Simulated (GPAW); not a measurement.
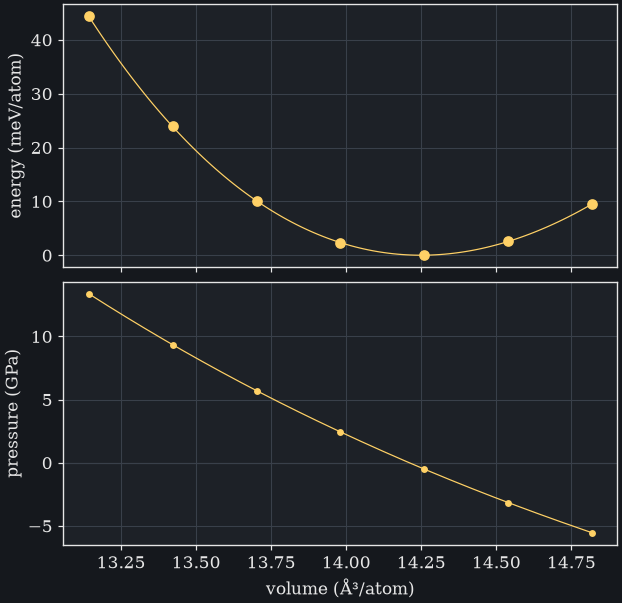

How it was computed, with GPAW 26.7.0: PAW DFT in plane waves, on a grid or in atomic orbitals, no spin polarisation; energies at scaled volumes of the given cell, shape and fractions fixed, counted from the fit's minimum, third-order Birch-Murnaghan fit. Level: PBE.

k mesh 5×5×5; occupations Fermi–Dirac; smearing width 0.05 eV; potentials GPAW PAW data sets (gpaw data 1.2.1); wave cutoff 600 eV; program settings basis pw.

Cell as given: a = 5.927 Å, b = 4.887 Å, c = 4.761 Å, α = 75.79°, β = 53.07°, γ = 51.14°; 6 atoms.

Caption: Energy and pressure against volume for TiSi₂, space group Fddd (No. 70).

A third-order Birch–Murnaghan fit gives V0 = 14.25 Å³/atom, B0 = 143 GPa and B′ = 4.3. The energy is 44.41 meV/atom at volume 13.14 Å³/atom and 9.52 meV/atom at 14.82 Å³/atom; the lowest computed point is at volume 14.26 Å³/atom (0.01 meV/atom), and no other minimum shows. The pressure falls from 13.39 GPa at volume 13.14 Å³/atom to −5.55 GPa at 14.82 Å³/atom, and changes sign near 14.21 Å³/atom.

Caveats: shape and atomic fractions are frozen while scaling, which makes layered, chain and framework solids too stiff.
